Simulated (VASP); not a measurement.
# Geometry relaxation of C (part 2 of 2)

C (Fd-3m, 2 atoms in the cell); Kohn-Sham DFT of a periodic cell, PBEsol, VASP PAW PBE potentials, recommended, no spin polarisation (VASP 6.6.1); cutoff 600 eV, 17×17×17 k-mesh, fermi-dirac of 0.05 eV. The structure derives from an entry of the Crystallography Open Database.

Geometry of the input (Å; fractional positions):
```
0.0000  1.7834  1.7834
1.7834  0.0000  1.7834
1.7834  1.7834  0.0000
C  0.0000  0.0000  0.0000
C  0.2500  0.2500  0.2500
```

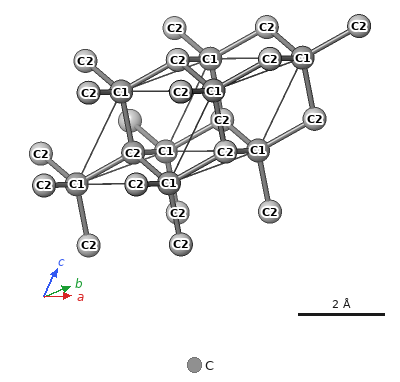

The geometry at step 1 of the log (ball-and-stick view of the cell of the calculation, seen at an oblique angle; neighbours outside the cell are drawn fainter; atoms are numbered from 1 in the order of the input).

Parts of OUTCAR, continued
```
   k-points           NKPTS =    165   k-points in BZ     NKDIM =    165   number of bands    NBANDS=      8
   number of dos      NEDOS =    301   number of ions     NIONS =      2
   total plane-waves  NPLWV =   8000
   dimension x,y,z NGX =    20 NGY =   20 NGZ =   20
   dimension x,y,z NGXF=    40 NGYF=   40 NGZF=   40
   ions per type =               2
   NGX,Y,Z   is equivalent  to a cutoff of  13.18, 13.18, 13.18 a.u.
   NGXF,Y,Z  is equivalent  to a cutoff of  26.37, 26.37, 26.37 a.u.
 SYSTEM =  unknown system
   PREC   = accura    normal or accurate (medium, high low for compatibility)
   ISTART =      0    job   : 0-new  1-cont  2-samecut
   ICHARG =      2    charge: 1-file 2-atom 10-const
   ISPIN  =      1    spin polarized calculation?
   LNONCOLLINEAR =      F non collinear calculations
   LSORBIT =      F    spin-orbit coupling
   LASPH  =      T    aspherical Exc in radial PAW
   ENCUT  =  600.0 eV  44.10 Ry    6.64 a.u.   5.04  5.04  5.04*2*pi/ulx,y,z
   NELM   =     60;   NELMIN=  2; NELMDL= -5     # of ELM steps
   EDIFF  = 0.1E-05   stopping-criterion for ELM
   LREAL  =      F    real-space projection
   EDIFFG = -.5E-02   stopping-criterion for IOM
   NSW    =     60    number of steps for IOM
   IBRION =      2    ionic relax: 0-MD 1-quasi-New 2-CG
   NFREE  =      1    steps in history (QN), initial steepest desc. (CG)
   ISIF   =      3    stress and relaxation
   ISYM   =      2    0-nonsym 1-usesym 2-fastsym
   POTIM  = 0.5000    time-step for ionic-motion
   TEBEG  =    0.0;   TEEND  =   0.0 temperature during run
   PSTRESS=    0.0 pullay stress
   NELECT =       8.0000    total number of electrons
   NUPDOWN=      -1.0000    fix difference up-down
   EMIN   =  10.00;   EMAX   =-10.00  energy-range for DOS
   EFERMI =   0.00;   METHOD = LEGACY
   ISMEAR =    -1;   SIGMA  =   0.05  broadening in eV -4-tet -1-fermi 0-gaus
   EFERMI_NEDOS =   21; number of points for ismear=-14 and -15
   IALGO  =     68    algorithm
   IMIX   =      4    mixing-type and parameters
     AMIX     =   0.40;   BMIX     =  1.00
     AMIX_MAG =   1.60;   BMIX_MAG =  1.00
  volume/ion in A,a.u.               =       5.67        38.28
  Fermi-wavevector in a.u.,A,eV,Ry     =   1.457203  2.753714 28.891161  2.123440
  Thomas-Fermi vector in A             =   2.574032
   LORBIT       =      0    0 simple, 1 ext, 2 COOP (PROOUT), +10 PAW based schemes
   GGA     = PS    functional components
   LHFCALC =     F    Hartree Fock is set to
   AEXX    =    0.0000 exact exchange contribution
   IVDW    =     0    specifies the selected vdW correction
   LEPSILON=     F    determine dielectric tensor
   LRPA    =     F    only Hartree local field effects (RPA)
 conjugate gradient relaxation of ions
 non-spin polarized calculation
 RMM-DIIS sequential band-by-band and
  energy-cutoff  :      600.00
  volume of cell :       11.34
 maximum number of plane-waves:       388
   NGX =  9   NGY =  9   NGZ =  9

--------------------------------------- Ionic step        1  -------------------------------------------

 number of electron       7.9999999 magnetization

 Free energy of the ion-electron system (eV)
  ---------------------------------------------------
  ext. energy  EPLUGINS =         0.00000000
  ---------------------------------------------------
  free energy    TOTEN  =       -19.25323127 eV

  energy without entropy =      -19.25323127  energy(sigma->0) =      -19.25323127

------------------------ aborting loop because EDIFF is reached ----------------------------------------

  FORCE on cell =-STRESS in cart. coord.  units (eV):
  Direction    XX          YY          ZZ          XY          YZ          ZX
  --------------------------------------------------------------------------------------
  -------------------------------------------------------------------------------------
  Total       -0.3129173     -0.3129173     -0.3129173      0.0000000      0.0000000     -0.0000000
  in kB      -44.1962840    -44.1962840    -44.1962840      0.0000000      0.0000000     -0.0000000
  external PRESSURE =     -44.1962840 kB  Pullay stress =       0.0000000 kB

 VOLUME and BASIS-vectors are now :
 -----------------------------------------------------------------------------
  energy-cutoff  :      600.00
  volume of cell :       11.34
      direct lattice vectors                 reciprocal lattice vectors
     0.000000000  1.783370000  1.783370000    -0.280368067  0.280368067  0.280368067
     1.783370000  0.000000000  1.783370000     0.280368067 -0.280368067  0.280368067
     1.783370000  1.783370000  0.000000000     0.280368067  0.280368067 -0.280368067

 POSITION                                       TOTAL-FORCE (eV/Angst)
 -----------------------------------------------------------------------------------
      0.00000      0.00000      0.00000         0.000000      0.000000      0.000000
      0.89168      0.89168      0.89168        -0.000000     -0.000000     -0.000000
 -----------------------------------------------------------------------------------
    total drift:                                0.000000      0.000000      0.000000

  FREE ENERGIE OF THE ION-ELECTRON SYSTEM (eV)
  ---------------------------------------------------
  free  energy   TOTEN  =       -19.2532312711 eV

  energy  without entropy=      -19.2532312710  energy(sigma->0) =      -19.25323127

--------------------------------------- Ionic step        2  -------------------------------------------

 number of electron       7.9999999 magnetization

------------------------ aborting loop because EDIFF is reached ----------------------------------------

  FORCE on cell =-STRESS in cart. coord.  units (eV):
  Direction    XX          YY          ZZ          XY          YZ          ZX
  --------------------------------------------------------------------------------------
  -------------------------------------------------------------------------------------
  Total        0.4075226      0.4075226      0.4075226     -0.0000000      0.0000000     -0.0000000
  in kB       58.8815720     58.8815720     58.8815720     -0.0000000      0.0000000     -0.0000000
  external PRESSURE =      58.8815720 kB  Pullay stress =       0.0000000 kB

 VOLUME and BASIS-vectors are now :
 -----------------------------------------------------------------------------
  energy-cutoff  :      600.00
  volume of cell :       11.09
      direct lattice vectors                 reciprocal lattice vectors
     0.000000000  1.769909159  1.769909159    -0.282500374  0.282500374  0.282500374
     1.769909159  0.000000000  1.769909159     0.282500374 -0.282500374  0.282500374
     1.769909159  1.769909159 -0.000000000     0.282500374  0.282500374 -0.282500374

 POSITION                                       TOTAL-FORCE (eV/Angst)
 -----------------------------------------------------------------------------------
      0.00000      0.00000      0.00000         0.000000      0.000000      0.000000
      0.88495      0.88495      0.88495        -0.000000     -0.000000     -0.000000
 -----------------------------------------------------------------------------------
    total drift:                                0.000000      0.000000      0.000000

  FREE ENERGIE OF THE ION-ELECTRON SYSTEM (eV)
  ---------------------------------------------------
  free  energy   TOTEN  =       -19.2522223272 eV

  energy  without entropy=      -19.2522223272  energy(sigma->0) =      -19.25222233

--------------------------------------- Ionic step        3  -------------------------------------------

 number of electron       7.9999999 magnetization

 Free energy of the ion-electron system (eV)
  ---------------------------------------------------
  ext. energy  EPLUGINS =         0.00000000
  ---------------------------------------------------
  free energy    TOTEN  =       -19.25479540 eV

  energy without entropy =      -19.25479540  energy(sigma->0) =      -19.25479540

 E-fermi :  10.6995     XC(G=0): -13.4821     alpha+bet :-17.8475

 val. band max:        9.8531531759   @ k =   0.0000   0.0000   0.0000
 cond. band min:      13.8848616649   @ k =   0.3529   0.3529   0.0000
 fundamental gap:      4.0317084890
 Fermi energy:        10.6994655534

 k-point     1 :       0.0000    0.0000    0.0000
  band No.  band energies     occupation
      1     -11.8028      2.00000
      2       9.8532      2.00000
      3       9.8532      2.00000
      4       9.8532      2.00000
      5      15.4200      0.00000
      6      15.4200      0.00000
      7      15.4200      0.00000
      8      23.4493      0.00000

 k-point     2 :       0.0588    0.0000    0.0000
  band No.  band energies     occupation
      1     -11.7062      2.00000
      2       9.1868      2.00000
      3       9.6807      2.00000
      4       9.6807      2.00000
      5      15.6447      0.00000
      6      15.6447      0.00000
      7      15.8285      0.00000
      8      23.5226      0.00000

 k-point     3 :       0.1176    0.0000    0.0000
  band No.  band energies     occupation
      1     -11.4164      2.00000
      2       7.6313      2.00000
      3       9.2517      2.00000
      4       9.2517      2.00000
      5      16.2089      0.00000
      6      16.2089      0.00000
      7      16.6347      0.00000
      8      23.7388      0.00000

 k-point     4 :       0.1765    0.0000    0.0000
  band No.  band energies     occupation
      1     -10.9354      2.00000
      2       5.7166      2.00000
      3       8.7217      2.00000
      4       8.7217      2.00000
      5      16.8952      0.00000
      6      16.8952      0.00000
      7      17.3842      0.00000
      8      24.0765      0.00000

 k-point     5 :       0.2353    0.0000    0.0000
  band No.  band energies     occupation
      1     -10.2667      2.00000
      2       3.6905      2.00000
      3       8.2010      2.00000
      4       8.2010      2.00000
      5      17.5121      0.00000
      6      17.5121      0.00000
      7      17.9478      0.00000
      8      24.4843      0.00000

 [... the levels of 18 k-points are left out ...]

 k-point    24 :      -0.1176    0.0588    0.0000
  band No.  band energies     occupation
      1     -11.1916      2.00000
      2       6.9928      2.00000
      3       8.2012      2.00000
      4       9.3872      2.00000
      5      16.1174      0.00000
      6      16.9024      0.00000
      7      17.2435      0.00000
      8      23.7965      0.00000

 [... further k-points ...]

------------------------ aborting loop because EDIFF is reached ----------------------------------------

  FORCE on cell =-STRESS in cart. coord.  units (eV):
  Direction    XX          YY          ZZ          XY          YZ          ZX
  --------------------------------------------------------------------------------------
  -------------------------------------------------------------------------------------
  Total       -0.0011195     -0.0011195     -0.0011195     -0.0000000      0.0000000      0.0000000
  in kB       -0.1597084     -0.1597084     -0.1597084     -0.0000000      0.0000000      0.0000000
  external PRESSURE =      -0.1597084 kB  Pullay stress =       0.0000000 kB

 VOLUME and BASIS-vectors are now :
 -----------------------------------------------------------------------------
  energy-cutoff  :      600.00
  volume of cell :       11.23
      direct lattice vectors                 reciprocal lattice vectors
     0.000000000  1.777447547  1.777447547    -0.281302253  0.281302253  0.281302253
     1.777447547  0.000000000  1.777447547     0.281302253 -0.281302253  0.281302253
     1.777447547  1.777447547 -0.000000000     0.281302253  0.281302253 -0.281302253

 POSITION                                       TOTAL-FORCE (eV/Angst)
 -----------------------------------------------------------------------------------
      0.00000      0.00000      0.00000         0.000000      0.000000      0.000000
      0.88872      0.88872      0.88872        -0.000000     -0.000000     -0.000000
 -----------------------------------------------------------------------------------
    total drift:                                0.000000      0.000000      0.000000

  FREE ENERGIE OF THE ION-ELECTRON SYSTEM (eV)
  ---------------------------------------------------
  free  energy   TOTEN  =       -19.2547953986 eV

  energy  without entropy=      -19.2547953985  energy(sigma->0) =      -19.25479540

 reached required accuracy - stopping structural energy minimisation
```

CONTCAR
```
C
   1.00000000000000
     0.0000000000000000    1.7774475471317734    1.7774475471317734
     1.7774475471317734    0.0000000000000000    1.7774475471317734
     1.7774475471317734    1.7774475471317734   -0.0000000000000000
  C
     2
Direct
     0.0000000000000000    0.0000000000000000    0.0000000000000000
     0.2500000000000000    0.2500000000000000    0.2500000000000000

  0.00000000E+00  0.00000000E+00  0.00000000E+00
  0.00000000E+00  0.00000000E+00  0.00000000E+00
```

Trajectory as extended XYZ (Å, eV, eV/Å), 3 frames, from step=0 to step=2
```
2
Lattice="0.0000 1.7834 1.7834 1.7834 0.0000 1.7834 1.7834 1.7834 0.0000" Properties=species:S:1:pos:R:3:forces:R:3 step=0 energy=-19.25323
C     0.0000    0.0000    0.0000    0.0000   0.0000   0.0000
C     0.8917    0.8917    0.8917    0.0000   0.0000   0.0000
2
Lattice="0.0000 1.7699 1.7699 1.7699 0.0000 1.7699 1.7699 1.7699 -0.0000" Properties=species:S:1:pos:R:3:forces:R:3 step=1 energy=-19.25222
C     0.0000    0.0000    0.0000    0.0000   0.0000   0.0000
C     0.8850    0.8850    0.8850    0.0000   0.0000   0.0000
2
Lattice="0.0000 1.7774 1.7774 1.7774 0.0000 1.7774 1.7774 1.7774 -0.0000" Properties=species:S:1:pos:R:3:forces:R:3 step=2 energy=-19.25480
C     0.0000    0.0000    0.0000    0.0000   0.0000   0.0000
C     0.8887    0.8887    0.8887    0.0000   0.0000   0.0000
```
